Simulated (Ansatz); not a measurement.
# Two runs on Si

System: Si (P6/mmm, 1 atom in the cell).
Method of run 1: Kohn-Sham DFT of a periodic cell, PBEsol with D4, Ansatz PAW, no spin polarisation (Ansatz 0.2.0).

The structure derives from a Materials Project entry. Text and figures count atoms from 1; the logs count them from 0 in places.

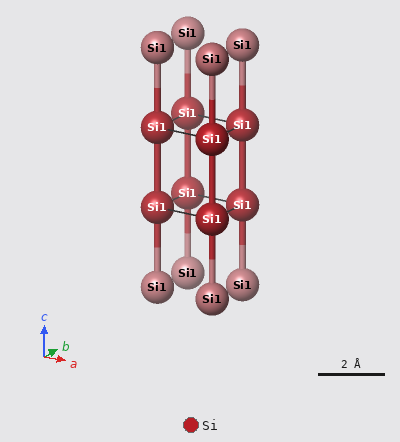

**Figure 1.** The structure as given in the input (ball-and-stick view of the cell of the calculation, seen slightly off an axis; neighbours outside the cell are drawn fainter; atoms are numbered from 1 in the order of the input). An atom can appear more than once, as a periodic image.

**Input file, run 1**
```yaml
crystal:
  lattice:
    - [2.6205428149, 0.0, 0.0]
    - [-1.3102714075, 2.2694566494, 0.0]
    - [0.0, 0.0, 2.46635439]
  atoms:
    - { symbol: Si, position: [0.0, 0.0, 0.0] }
hamiltonian:
  xc: pbesol
  pseudopotentials: { kind: paw }
  dispersion: d4
kpoints:
  mp_grid: { grid: [12, 12, 11] }
scf:
  occupations: { method: fermi_dirac, width: 0.05 }
output:
  forces: true
  stress: true
  eigenvalues: true
relax:
  f_tol: 0.01
  max_steps: 40
  cell: { stress_tol: 0.05 }
```

Launched with:
```bash
ansatz run input.yaml --threads 2 --pin off --max-ram 5632MiB --backend cpu --events-out ev --progress --plain --runs-dir out
```

Hardware: 2 threads of Arm Neoverse V1, 24 GiB of memory available, shared host.

**Output, shortened to warnings, some set-up lines, iterations and results (run 1)**
```
Basis set: ecut = 420 eV, 279 PW (Γ), exchange–correlation on 36×36×36 points (8 copies of the dense FFT grid, shifted against one another)
Symmetry: 24 space group operations
k-points: 114 of 1584
Initial density: superposition of atomic densities (neutral atoms: chi_scale 0, normalization atom), corrected by the library's trained network
[...]
SCF iter   1: F=—  HF=-621.554625 eV  |F-HF|=—  |Δ(HF+E_count)|=         —  Δρ=1.56e-3  dr2=2.46e-4  ethr=1.77e-3  ⟨swp⟩=5.4  Hψ=6477  notcnv=0
SCF iter   2: F=—  HF=-621.554590 eV  |F-HF|=—  |Δ(HF+E_count)|=   3.48e-5  Δρ=6.01e-4  dr2=2.26e-5  ethr=6.14e-6  ⟨swp⟩=1.6  Hψ=1676  notcnv=0
SCF iter   3: F=—  HF=-621.554587 eV  |F-HF|=—  |Δ(HF+E_count)|=   3.64e-6  Δρ=1.38e-4  dr2=7.80e-7  ethr=5.65e-7  ⟨swp⟩=1.4  Hψ=726  notcnv=0
SCF iter   4: F=-621.554587 eV  HF=-621.554587 eV  |F-HF|=1.97e-9  |Δ(HF+E_count)|=   5.36e-7  Δρ=1.07e-5  dr2=7.18e-9  ethr=1.95e-8  ⟨swp⟩=1.4  Hψ=739  notcnv=0
SCF iter   5: F=-621.554587 eV  HF=-621.554587 eV  |F-HF|=1.54e-10  |Δ(HF+E_count)|=   2.34e-9  Δρ=1.48e-6  dr2=3.04e-10  ethr=1.79e-10  ⟨swp⟩=1.8  Hψ=793  notcnv=0
[... 20 lines ...]
SCF iter   2: F=—  HF=-621.558173 eV  |F-HF|=—  |Δ(HF+E_count)|=   8.06e-6  Δρ=6.75e-6  dr2=5.29e-10  ethr=4.98e-11  ⟨swp⟩=2.0  Hψ=915  notcnv=0
SCF iter   3: F=—  HF=-621.558173 eV  |F-HF|=—  |Δ(HF+E_count)|=   2.56e-9  Δρ=5.90e-7  dr2=2.61e-11  ethr=1.32e-11  ⟨swp⟩=2.0  Hψ=906  notcnv=0
SCF iter   4: F=-621.558173 eV  HF=-621.558173 eV  |F-HF|=4.55e-13  |Δ(HF+E_count)|=  1.36e-12  Δρ=1.85e-7  dr2=2.76e-12  ethr=1.00e-12  ⟨swp⟩=4.8  Hψ=1875  notcnv=0
SCF 5 converged in 4 iterations: F = -621.558173 eV  dr2 = 2.76e-12
relax step   5: F+E_penalty+E_count = -621.55817316 eV  Δ(F+E_penalty+E_count) = +4.979e-5 eV  max|allowed force component| = 0.000e0 eV/Å  Δτ_max = 0.0000 Å  P = -0.013 GPa  …
basis re-selected at this cell: Δ(F+E_penalty+E_count) = +4.979e-5 eV, ΔP = -0.008 GPa vs the last step (what re-selecting the basis moved, of the pressure what is left beyond the Pulay correction that the steps carried, after the strain that the cell walked since its last selection, with what the …
SCF converged after 4 iterations
Free energy (F): -621.558173 eV
Harris-Foulkes:  -621.558173 eV  (|F-HF|=4.55e-13)
Internal energy: -621.555837 eV  (E = F + TS)
E sigma→0 (E₀):  -621.557005 eV
Entropy (-TS):   -0.002337 eV (-2.337 meV/atom)
Fermi energy:    10.382568 eV
--- Per-component energies (eV) ---
  E_band       = 19.038440
  E_kinetic    = 41.976783
  E_local      = -0.032109  (includes V_loc(G=0)·N_el)
  E_nonlocal   = 25.619890
  E_hartree    = 0.997562
  E_xc         = -55.843451
  E_vxc        = -48.336461  (∫ρ·V_xc dr)
  E_paw        = -498.633698  (= ΣΔE_a)
  E_vpaw       = -2.184795  (= ΣTr[D̂ρ^β])
  E_aug_tail   = 0.000007  (compensation charges beyond the density's cutoff)
  E_ewald      = -135.415870
  E_disp       = -0.256512  (pairwise vdW)
  E_core_change = 0.031561  (= ΣΔE_core)
  E_smearing   = -0.002337  (= −TS)
  E_closure    = 0.000000  (closes the sum)
  Σ components = -621.558173   (vs F -621.558173, Δ=0.00e0)
--- Forces (eV/Å), atoms counted from 1 ---
  atom   1  Si    -0.00000000    -0.00000000     0.00000000
  max |Σ_I F_I| component: 5.14e-34 eV/Å
--- Stress (GPa, compression-positive) ---
       -0.010789       0.000000       0.000000
        0.000000      -0.010789       0.000000
        0.000000       0.000000      -0.015964
  P = ⅓ Tr σ = -0.0125 GPa (-0.125 kbar)
--- Relaxed structure (4 steps of the walk, 4 accepted, 1 SCFs on fresh bases) ---
  F+E_penalty+E_count = -621.55817316 eV   max|allowed force component| = 0.000e0 eV/Å   (the final SCF, on the basis selected at the relaxed cell)
  cell:  # Å, volume = 14.4023 Å³
    - [2.593398079300202, 2.8568501030116898e-11, 3.784309950006188e-19]
    - [-1.296699039674842, 2.2459486187854605, -1.8921549750390487e-19]
    - [3.561647382850138e-19, 1.6040820808714215e-32, 2.4726536934509458]
  atoms:
    - { symbol: Si, position: [0.0, 0.0, 0.0] }
```

For run 2 the input was changed thus:
```diff
-  dispersion: d4
+  dispersion: d3bj
```

Predict how the results change.

The total energies belong to different models, so their difference says nothing on which is more stable or more accurate. The volume per atom goes from 14.40 to 14.22 Å³. The number of SCF iterations is the same.

**Output, shortened to warnings, some set-up lines, iterations and results (run 2)**
```
Basis set: ecut = 420 eV, 279 PW (Γ), exchange–correlation on 36×36×36 points (8 copies of the dense FFT grid, shifted against one another)
Symmetry: 24 space group operations
k-points: 114 of 1584
Initial density: superposition of atomic densities (neutral atoms: chi_scale 0, normalization atom), corrected by the library's trained network
[...]
SCF iter   1: F=—  HF=-621.670613 eV  |F-HF|=—  |Δ(HF+E_count)|=         —  Δρ=1.56e-3  dr2=2.46e-4  ethr=1.77e-3  ⟨swp⟩=5.4  Hψ=6477  notcnv=0
SCF iter   2: F=—  HF=-621.670578 eV  |F-HF|=—  |Δ(HF+E_count)|=   3.48e-5  Δρ=6.01e-4  dr2=2.26e-5  ethr=6.14e-6  ⟨swp⟩=1.6  Hψ=1676  notcnv=0
SCF iter   3: F=—  HF=-621.670574 eV  |F-HF|=—  |Δ(HF+E_count)|=   3.64e-6  Δρ=1.38e-4  dr2=7.80e-7  ethr=5.65e-7  ⟨swp⟩=1.4  Hψ=726  notcnv=0
SCF iter   4: F=-621.670575 eV  HF=-621.670575 eV  |F-HF|=1.97e-9  |Δ(HF+E_count)|=   5.36e-7  Δρ=1.07e-5  dr2=7.18e-9  ethr=1.95e-8  ⟨swp⟩=1.4  Hψ=739  notcnv=0
SCF iter   5: F=-621.670575 eV  HF=-621.670575 eV  |F-HF|=1.54e-10  |Δ(HF+E_count)|=   2.34e-9  Δρ=1.48e-6  dr2=3.04e-10  ethr=1.79e-10  ⟨swp⟩=1.8  Hψ=793  notcnv=0
[... 20 lines ...]
SCF iter   2: F=—  HF=-621.677749 eV  |F-HF|=—  |Δ(HF+E_count)|=   1.00e-5  Δρ=9.34e-6  dr2=9.83e-10  ethr=9.56e-11  ⟨swp⟩=2.0  Hψ=910  notcnv=0
SCF iter   3: F=—  HF=-621.677749 eV  |F-HF|=—  |Δ(HF+E_count)|=   5.00e-9  Δρ=6.72e-7  dr2=3.94e-11  ethr=2.46e-11  ⟨swp⟩=2.0  Hψ=910  notcnv=0
SCF iter   4: F=-621.677749 eV  HF=-621.677749 eV  |F-HF|=1.14e-12  |Δ(HF+E_count)|=  3.30e-12  Δρ=2.09e-7  dr2=3.78e-12  ethr=1.00e-12  ⟨swp⟩=4.9  Hψ=1907  notcnv=0
SCF 5 converged in 4 iterations: F = -621.677749 eV  dr2 = 3.78e-12
relax step   5: F+E_penalty+E_count = -621.67774949 eV  Δ(F+E_penalty+E_count) = +6.871e-5 eV  max|allowed force component| = 0.000e0 eV/Å  Δτ_max = 0.0000 Å  P = -0.014 GPa  …
basis re-selected at this cell: Δ(F+E_penalty+E_count) = +6.871e-5 eV, ΔP = -0.012 GPa vs the last step (what re-selecting the basis moved, of the pressure what is left beyond the Pulay correction that the steps carried, after the strain that the cell walked since its last selection, with what the …
SCF converged after 4 iterations
Free energy (F): -621.677749 eV
Harris-Foulkes:  -621.677749 eV  (|F-HF|=1.14e-12)
Internal energy: -621.675435 eV  (E = F + TS)
E sigma→0 (E₀):  -621.676592 eV
Entropy (-TS):   -0.002315 eV (-2.315 meV/atom)
Fermi energy:    10.562868 eV
--- Per-component energies (eV) ---
  E_band       = 19.571760
  E_kinetic    = 42.260689
  E_local      = 0.384286  (includes V_loc(G=0)·N_el)
  E_nonlocal   = 25.680453
  E_hartree    = 0.971847
  E_xc         = -55.962919
  E_vxc        = -48.490983  (∫ρ·V_xc dr)
  E_paw        = -498.658447  (= ΣΔE_a)
  E_vpaw       = -2.206385  (= ΣTr[D̂ρ^β])
  E_aug_tail   = 0.000007  (compensation charges beyond the density's cutoff)
  E_ewald      = -136.002731
  E_disp       = -0.380180  (pairwise vdW)
  E_core_change = 0.031561  (= ΣΔE_core)
  E_smearing   = -0.002315  (= −TS)
  E_closure    = 0.000000  (closes the sum)
  Σ components = -621.677749   (vs F -621.677749, Δ=0.00e0)
--- Forces (eV/Å), atoms counted from 1 ---
  atom   1  Si    -0.00000000     0.00000000     0.00000000
  max |Σ_I F_I| component: 5.14e-34 eV/Å
--- Stress (GPa, compression-positive) ---
       -0.011583      -0.000000       0.000000
        0.000000      -0.011583       0.000000
        0.000000       0.000000      -0.018223
  P = ⅓ Tr σ = -0.0138 GPa (-0.138 kbar)
--- Relaxed structure (4 steps of the walk, 4 accepted, 1 SCFs on fresh bases) ---
  F+E_penalty+E_count = -621.67774949 eV   max|allowed force component| = 0.000e0 eV/Å   (the final SCF, on the basis selected at the relaxed cell)
  cell:  # Å, volume = 14.2164 Å³
    - [2.5818224179084432, 2.844098458747862e-11, 7.890553332365104e-19]
    - [-1.2909112089788524, 2.235923801954655, -3.945276666257885e-19]
    - [7.426286164908753e-19, -7.761870874023622e-33, 2.4626625190494527]
  atoms:
    - { symbol: Si, position: [0.0, 0.0, 0.0] }
```

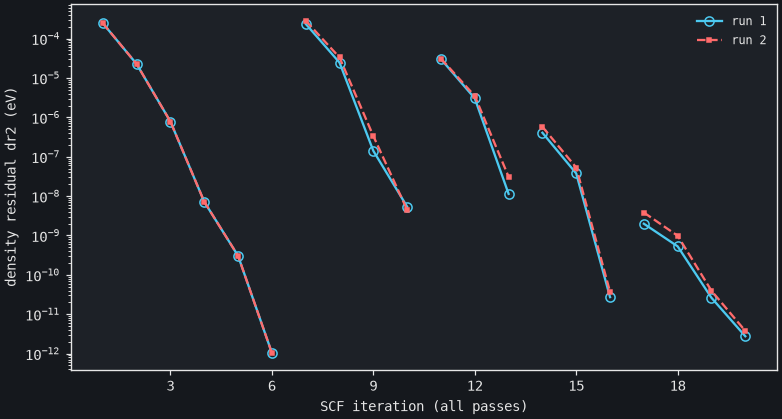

**Figure 2.** Convergence of the two runs: density residual dr2 against the SCF iteration. A break in a curve parts two SCF passes. Run 1 takes 20 iterations in all, and run 2 takes 20.

**The two runs side by side**

| quantity | run 1 | run 2 |
| --- | --- | --- |
| outcome | converged | converged |
| free energy per atom (eV) | −621.5582 | −621.6777 |
| energy per atom, smearing taken to zero (eV) | −621.5570 | −621.6766 |
| gap on the mesh (eV) | 0.00 | 0.00 |
| pressure (GPa) | −0.01 | −0.01 |
| volume per atom (Å³) | 14.40 | 14.22 |
| largest force (eV/Å) | 0.000 | 0.000 |
| SCF iterations | 20 | 20 |
| irreducible k-points | 114 | 114 |
| wall time (shared host) | 3.3 s | 2.7 s |
